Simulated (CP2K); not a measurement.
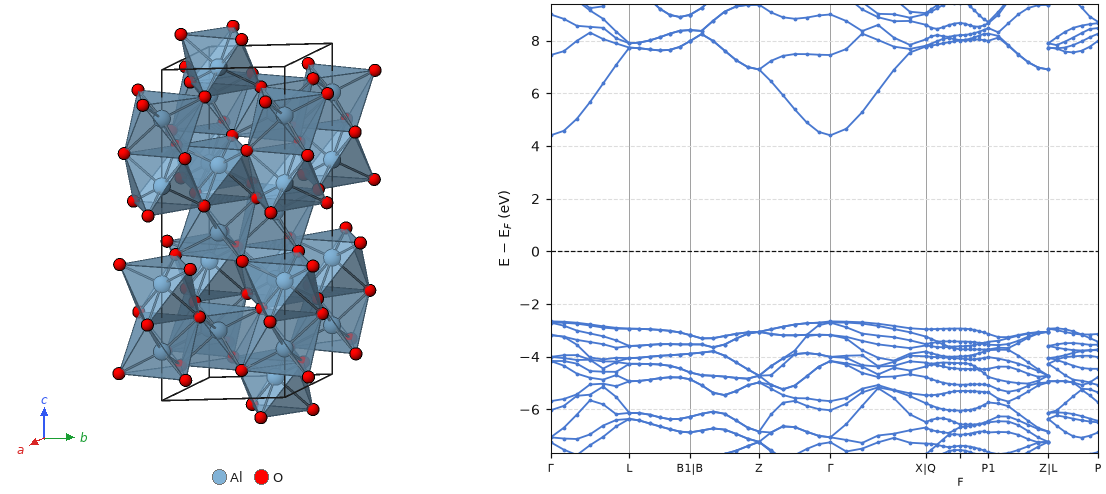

Write a caption that states what the plot shows.

Band structure of corundum-type Al$_{2}$O$_{3}$, space group R-3c (No. 167), 10 atoms in the primitive cell (a = 4.760 Å, c = 12.996 Å (hexagonal axes)), beside the structure. Method: SCAN, POTENTIAL_UZH Al GTH-SCAN-q3, O GTH-SCAN-q6; TZVP-MOLOPT-SCAN-GTH basis, no spin polarisation, no spin-orbit coupling, 7×7×7 k mesh, Fermi-Dirac smearing of 0.05 eV (CP2K 2026.2). Energies are counted from the Fermi level. The path has few k points, so lines between them are rough.

An insulator. The gap along this path is 7.06 eV and direct: both edges lie at Γ. The top valence level at Γ is a single band, not degenerate (spin aside). The next level lies only 0.05 eV lower. The top valence band spans 0.6 eV and the lowest conduction band 3.8 eV. The direct gaps are 9.96 eV at Z, 10.93 eV at F and 10.67 eV at L.

The basis of atomic orbitals isn't converged, which shifts gaps and empty levels. LDA, GGA and most meta-GGA functionals understate gaps. In reduced coordinates of the cell that was run, L is (0.5, 0, 0), B1 is (0.5, 0.234, −0.234), B is (0.766, 0.5, 0.234), Z is (0.5, 0.5, 0.5), X is (0.367, 0, −0.367), Q is (0.633, 0.367, 0), F is (0.5, 0.5, 0), P1 is (0.633, 0.633, 0.234) and P is (0.766, 0.367, 0.367).
